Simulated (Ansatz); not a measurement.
## Single-point calculation of Al

The run: single-point calculation of Al (slab, 3 atoms in the cell). Method and program: DFT PBE, scalar-relativistic, plane waves, PAW, PAW set soft_1, no spin polarisation (Ansatz 0.2.0).

The structure derives from an entry of the Crystallography Open Database. Figures and captions count atoms from 1; the log counts them from 0 in places.

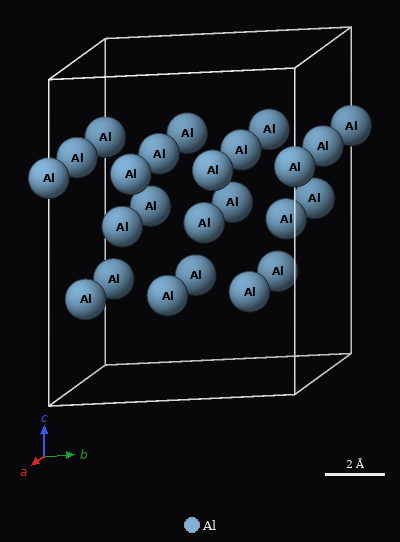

Fig. 1: The input geometry (spheres-only view of the 2 × 3 repeat of the cell, with the vacuum cut short, seen slightly off an axis).

Input
```yaml
crystal:
  lattice:
    - [2.8567582919, 0.0, 0.0]
    - [-1.428379146, 2.4740252533, 0.0]
    - [0.0, 0.0, 20.1013781961]
  atoms:
    - { symbol: Al, position: [0.6666666667, 0.3333333333, 0.1989913309] }
    - { symbol: Al, position: [0.3333333333, 0.6666666667, 0.3134471576] }
    - { symbol: Al, position: [0.0, 0.0, 0.4278999237] }
basis:
  ecutwfc: 420
kpoints:
  mp_grid: { grid: [9, 9, 1] }
hamiltonian:
  xc: pbe
  pseudopotentials: { kind: paw, azcp: { folder: soft_1 } }
scf:
  occupations: { method: gaussian, width: 0.1 }
output:
  forces: true
  eigenvalues: true
efield:
  axis: 3
  dipole_correction: true
  ramp_width: 0.04
```

Launch command:
```bash
ansatz run input.yaml --threads 1 --pin off --max-ram 3072MiB --backend cpu --events-out ev --progress --plain --runs-dir out
```

Output
```
Engine: ansatz 0.2.0, x86_64-unknown-linux-gnu
Pseudopotentials: kind: paw
Pseudopotential: Al, paw, valence charge 3, recommended cutoff 420 eV (normal), [file]
Functional definition: PBE
  parameter kappa = 0.804
  parameter beta = 0.06672455060314922
  exchange = pbe_x(kappa = kappa, mu = beta*pi^2/3)
  correlation = pbe_c(beta = beta)
Crystal: 3 atoms, lattice volume = 142.070 Å³
Basis set: ecut = 420 eV, 2791 PW (Γ), exchange–correlation on 40×40×270 points (8 copies of the dense FFT grid, shifted against one another)
Bands: 9, of which v1, the nominal top of the filled ones, is band 5 counted from 1 (4 counted from 0)
Symmetry: 6 space group operations
k-points: 12 of 81 (time reversal used)
Non-local potential: Al, projectors of the file, l = 0: 2, l = 1: 2, l = 2: 1
PAW form: soft (Blöchl's): semilocal exchange-correlation on the pseudo side does not see the compensation charge
PAW one-centre angular grid: Al, 110 points (default); XC on 64 Gauss nodes
Initial density: superposition of atomic densities (neutral atoms: chi_scale 0, normalization atom)
Initial wavefunctions: pseudopotential atomic-orbital guess
Functional: x = pbe(κ = 0.804, μ = 0.2195149727645171), c = pbe(β = 0.06672455060314922)
SCF iter   1: F=—  HF=-1612.284746 eV  |F-HF|=—  |Δ(HF+E_count)|=         —  Δρ=1.82e-2  dr2=3.36e0  ethr=3.10e-3  p=-0.000 e·Å  D=-2.32e-10 V/Å  ΔV_dip=0.00 eV  dr2_dipole=1.88e-7  V_vac-E_F(+/−)=6.54/6.54 eV  ⟨swp⟩=9.2  Hψ=1135  notcnv=0
efield: sawtooth ramp at fractional position 0.7934 (placed from the atoms, in the widest stretch of the axis that holds none; the zero of the levels goes with the place), width 0.0400; the density the first Hamiltonian is built on has a dipole p = -0.000 e·Å; the dipole correction subtracts the counter field D = -2.32e-10 V/Å, which shifts the + side's vacuum level by +0.00 eV against the − side's; the planar-averaged density in the ramp window peaks in size at 1.3e-8 e/Å³
preconditioner: auto → LDOS  [metal: Δε(μ)=0.084 eV  Ē_g=7.442 eV  σ=0.100 eV  W_gap=0.40  n_scr=10 (ndim 8)  ℏωp=9.3 eV  f_vac=0.493  D(μ)=4.76/eV (n_scr^D=14)  β→1.0]
SCF iter   2: F=—  HF=-1611.727725 eV  |F-HF|=—  |Δ(HF+E_count)|=   5.57e-1  Δρ=1.00e-2  dr2=2.28e-1  ethr=3.10e-3  p=-0.000 e·Å  D=-3.64e-4 V/Å  ΔV_dip=0.01 eV  dr2_dipole=2.78e-6  V_vac-E_F(+/−)=4.63/4.62 eV  ⟨swp⟩=3.1  Hψ=308  notcnv=0  defer=5
SCF iter   3: F=—  HF=-1611.745098 eV  |F-HF|=—  |Δ(HF+E_count)|=   1.74e-2  Δρ=3.38e-3  dr2=1.66e-1  ethr=2.54e-3  p=-0.000 e·Å  D=-2.08e-4 V/Å  ΔV_dip=0.00 eV  dr2_dipole=8.15e-6  V_vac-E_F(+/−)=4.31/4.30 eV  ⟨swp⟩=2.8  Hψ=202  notcnv=0  defer=5
SCF iter   4: F=—  HF=-1611.732787 eV  |F-HF|=—  |Δ(HF+E_count)|=   1.23e-2  Δρ=1.37e-3  dr2=1.40e-2  ethr=1.85e-3  p=-0.000 e·Å  D=-4.84e-5 V/Å  ΔV_dip=0.00 eV  dr2_dipole=2.22e-6  V_vac-E_F(+/−)=3.90/3.90 eV  ⟨swp⟩=1.9  Hψ=129  notcnv=0  defer=5
SCF iter   5: F=—  HF=-1611.731620 eV  |F-HF|=—  |Δ(HF+E_count)|=   1.17e-3  Δρ=5.48e-4  dr2=1.74e-3  ethr=1.55e-4  p=-0.000 e·Å  D=-4.43e-5 V/Å  ΔV_dip=0.00 eV  dr2_dipole=1.89e-6  V_vac-E_F(+/−)=3.88/3.87 eV  ⟨swp⟩=1.6  Hψ=192  notcnv=0  defer=3
SCF iter   6: F=—  HF=-1611.731502 eV  |F-HF|=—  |Δ(HF+E_count)|=   1.19e-4  Δρ=1.00e-4  dr2=4.28e-5  ethr=1.94e-5  p=0.000 e·Å  D=5.48e-5 V/Å  ΔV_dip=-0.00 eV  dr2_dipole=3.08e-8  V_vac-E_F(+/−)=3.89/3.89 eV  ⟨swp⟩=2.2  Hψ=174  notcnv=0  defer=3
SCF iter   7: F=—  HF=-1611.731510 eV  |F-HF|=—  |Δ(HF+E_count)|=   8.08e-6  Δρ=3.20e-5  dr2=2.26e-6  ethr=4.76e-7  p=-0.000 e·Å  D=-2.21e-5 V/Å  ΔV_dip=0.00 eV  dr2_dipole=2.24e-7  V_vac-E_F(+/−)=3.90/3.90 eV  ⟨swp⟩=2.8  Hψ=161  notcnv=0  defer=3
SCF iter   8: F=—  HF=-1611.731511 eV  |F-HF|=—  |Δ(HF+E_count)|=   1.12e-6  Δρ=1.06e-5  dr2=3.81e-7  ethr=2.51e-8  p=0.000 e·Å  D=1.83e-5 V/Å  ΔV_dip=-0.00 eV  dr2_dipole=2.37e-8  V_vac-E_F(+/−)=3.91/3.91 eV  ⟨swp⟩=2.6  Hψ=165  notcnv=0  defer=3
SCF iter   9: F=-1611.731511 eV  HF=-1611.731511 eV  |F-HF|=1.39e-8  |Δ(HF+E_count)|=   2.02e-7  Δρ=2.70e-6  dr2=2.00e-8  ethr=1.11e-9  p=-0.000 e·Å  D=-5.13e-7 V/Å  ΔV_dip=0.00 eV  dr2_dipole=2.99e-9  V_vac-E_F(+/−)=3.91/3.91 eV  ⟨swp⟩=9.6  Hψ=720  notcnv=0
SCF 1 converged in 9 iterations: F = -1611.731511 eV  dr2 = 2.00e-8
  greatest PAW one-centre occupation: 0.466 electrons in one spin orbital (limit 2), on the Al atom at site 0 (counted from 0), in its partial waves of l = 0
SCF converged after 9 iterations
Free energy (F): -1611.731511 eV
Harris-Foulkes:  -1611.731511 eV  (|F-HF|=1.39e-8)
Internal energy: -1611.708932 eV  (E = F + TS)
E sigma→0 (E₀):  -1611.720222 eV
Entropy (-TS):   -0.022579 eV (-7.526 meV/atom)
Fermi energy:    0.273905 eV
Dipole field:    D = 0.000087 V/Å  (p = 0.000068 e·Å, saw-weighted, corrected)
Work function:   Φ+ = 3.9068 eV   Φ− = 3.9086 eV
Levels:          The Fermi level and band energies are counted from a zero that moves with the ramp; work functions are not
--- Per-component energies (eV) ---
  E_band       = -34.757932
  E_kinetic    = 64.554172
  E_local      = -1482.758708  (includes V_loc(G=0)·N_el)
  E_nonlocal   = 30.392030
  E_hartree    = 724.208522
  E_xc         = -111.136442
  E_vxc        = -84.888406  (∫ρ·V_xc dr)
  E_paw        = -1408.174664  (= ΣΔE_a)
  E_vpaw       = -10.473257  (= ΣTr[D̂ρ^β])
  E_aug_tail   = -0.000007  (compensation charges beyond the density's cutoff)
  E_efield     = 0.000000  (sawtooth field / dipole correction)
  E_vefield    = -0.000000  (∫n·V_field dr)
  E_ewald      = 571.206165
  E_smearing   = -0.022579  (= −TS)
  E_closure    = -0.000000  (closes the sum)
  Σ components = -1611.731511   (vs F -1611.731511, Δ=0.00e0)
--- Forces (eV/Å), atoms counted from 1 ---
  atom   1  Al     0.00000000     0.00000000    -0.17423528
  atom   2  Al    -0.00000000    -0.00000000    -0.00022468
  atom   3  Al    -0.00000000    -0.00000000     0.17443372
  max |Σ_I F_I| component: 2.62e-5 eV/Å
--- Band table (eV; the first three rows and the last of 12) ---
  k-point 0: bands = ["-10.3784", "-8.6291", "-5.9147", "-2.8167", "0.7485", "3.2265", "3.9769", "5.2939", "5.3107"]
  k-point 1: bands = ["-10.0814", "-8.3344", "-5.6206", "-2.5368", "1.0263", "3.5122", "4.2749", "5.5790", "5.5900"]
  k-point 2: bands = ["-9.1941", "-7.4542", "-4.7447", "-1.6999", "1.8040", "3.6007", "4.4892", "5.1878", "5.2634"]
  k-point 11: bands = ["-2.6184", "-2.6184", "-2.5359", "-1.4311", "-0.6357", "-0.6357", "1.8931", "1.8932", "2.2619"]
```

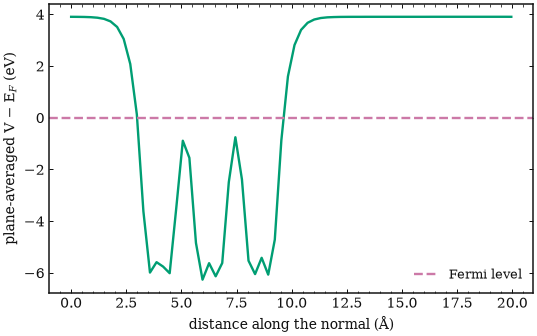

Fig. 2: Plane average of the electrostatic potential energy of an electron across the cell, from the Fermi level. The vacuum level lies 3.91 eV above the Fermi level.

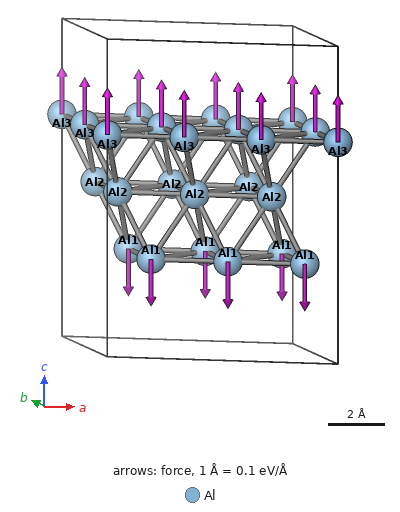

Fig. 3: Forces on the atoms as pink arrows (ball-and-stick view of the 3 × 2 repeat of the cell, with the vacuum cut short, seen slightly off an axis; atoms are numbered from 1 in the order of the input). The largest act on Al1, Al3 (0.17 eV/Å). The geometry is not a stationary point of this energy.

Results in brief

```csv
quantity,value
outcome,converged
electrons treated,9
free energy,−1611.7315 eV
"work function, top face",3.91 eV
"work function, bottom face",3.91 eV
Fermi energy,0.274 eV
gap on the k-point mesh,none (metallic)
work function (upper face),3.91 eV
largest force (length of the vector),0.174 eV/Å
hardware,"1 thread of AMD EPYC (Zen 5), 32 GiB of memory available, shared host"
wall time,0.73 s
peak memory,0.37 GiB
```
